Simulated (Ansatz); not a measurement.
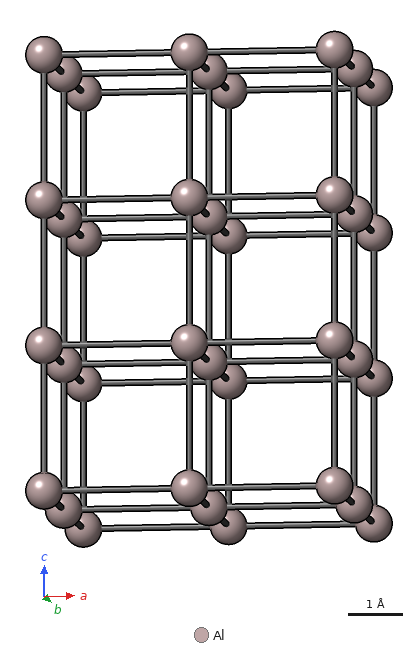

The starting point is crystalline Al (a generated structure, set up in Pm-3m). Style: ball-and-stick. Shown: the cell of the calculation, repeated 2 × 2 × 3 with one cell outlined, from a free direction.

Method: DFT, r2SCAN, PAW with Ansatz's default frozen-core files, scalar-relativistic in Ansatz. Set-up: plane-wave cutoff 500 eV; k-point mesh 15 × 15 × 15; occupations fermi dirac; smearing width 0.05 eV; no spin polarisation.

Change: All lengths are scaled by −1.4 % (volume −4.0 %), the atoms keeping their fractional coordinates. No relaxation follows.

Q: What does the calculation give for the changed structure?

A: It costs 1.7 meV per atom. The pressure goes from −0.9 to 1.6 GPa. All forces vanish by symmetry. Some distances before and after: Al–Al 2.722 → 2.685 Å. The space group stays Pm-3m (No. 221).

Drawn alike, the variant:

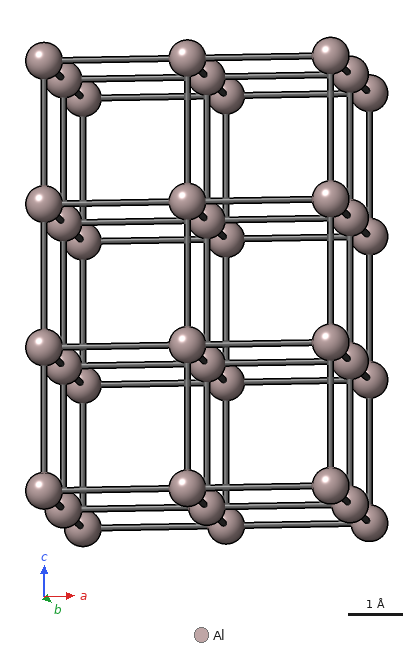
